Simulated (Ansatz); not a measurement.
```yaml
crystal:
  lattice:
    - [3.88114, 0.00000, 0.00000]
    - [0.00000, 10.27704, 0.00000]
    - [0.00000, 0.00000, 10.30945]
  atoms:
    - { symbol: Ta, position: [0.00000, 0.80299, 0.75000] }
    - { symbol: Ta, position: [0.50000, 0.30299, 0.75000] }
    - { symbol: Ta, position: [0.00000, 0.13327, 0.93994] }
    - { symbol: Ta, position: [0.50000, 0.63327, 0.93994] }
    - { symbol: Ta, position: [0.00000, 0.86673, 0.06006] }
    - { symbol: Ta, position: [0.50000, 0.36673, 0.06006] }
    - { symbol: Ta, position: [0.00000, 0.86673, 0.43994] }
    - { symbol: Ta, position: [0.50000, 0.36673, 0.43994] }
    - { symbol: Ta, position: [0.00000, 0.19701, 0.25000] }
    - { symbol: Ta, position: [0.50000, 0.69701, 0.25000] }
    - { symbol: Ta, position: [0.00000, 0.13327, 0.56006] }
    - { symbol: Ta, position: [0.50000, 0.63327, 0.56006] }
    - { symbol: N, position: [0.00000, 0.95289, 0.88116] }
    - { symbol: N, position: [0.50000, 0.45289, 0.88116] }
    - { symbol: N, position: [0.00000, 0.30809, 0.07409] }
    - { symbol: N, position: [0.50000, 0.80809, 0.07409] }
    - { symbol: N, position: [0.00000, 0.69191, 0.92591] }
    - { symbol: N, position: [0.50000, 0.19191, 0.92591] }
    - { symbol: N, position: [0.00000, 0.30809, 0.42591] }
    - { symbol: N, position: [0.50000, 0.80809, 0.42591] }
    - { symbol: N, position: [0.00000, 0.76322, 0.25000] }
    - { symbol: N, position: [0.50000, 0.26322, 0.25000] }
    - { symbol: N, position: [0.00000, 0.69191, 0.57409] }
    - { symbol: N, position: [0.50000, 0.19191, 0.57409] }
    - { symbol: N, position: [0.00000, 0.95289, 0.61884] }
    - { symbol: N, position: [0.50000, 0.45289, 0.61884] }
    - { symbol: N, position: [0.00000, 0.04711, 0.38116] }
    - { symbol: N, position: [0.50000, 0.54711, 0.38116] }
    - { symbol: N, position: [0.00000, 0.23678, 0.75000] }
    - { symbol: N, position: [0.50000, 0.73678, 0.75000] }
    - { symbol: N, position: [0.00000, 0.04711, 0.11884] }
    - { symbol: N, position: [0.50000, 0.54711, 0.11884] }
```

Space group Cmcm; a structure from a database of computed crystals, not necessarily the ambient phase.

Level of theory: Ansatz 0.2.0, DFT, r2SCAN, plane-wave PAW, default files, scalar-relativistic, frozen cores.

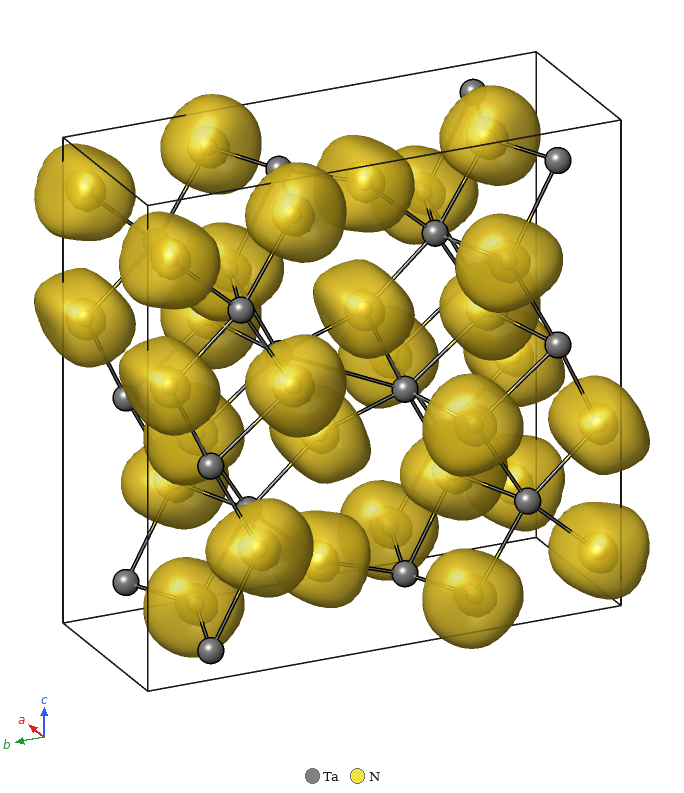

Ta3N5. Isosurface of the ELF at 0.65 (yellow), seen at an oblique angle. Only the valence region is drawn (cores and ρ < 0.01 e/Å³ removed). Sticks mark near contacts.

### Identify the bonds, lone pairs and shells in this picture.

The surface consists of 20 regions wrapped around N (the valence shell of each), counted in one cell of 32 atoms. Regions shared between cells count once.

Values along the shortest contacts:
Ta–N (1.95 Å): the ELF peaks at about 0.85 in the valence shell of N, 0.6 Å from its nucleus, and is about 0.30 at the midpoint. Ta–Ta (3.01 Å): the ELF is about 0.20 at the midpoint; no shared electron pair shows on this line.

### Does the calculation give a band gap?

It is gapped, with a Kohn–Sham gap of 1.6 eV on the k-point mesh, an upper bound to the gap of this method.
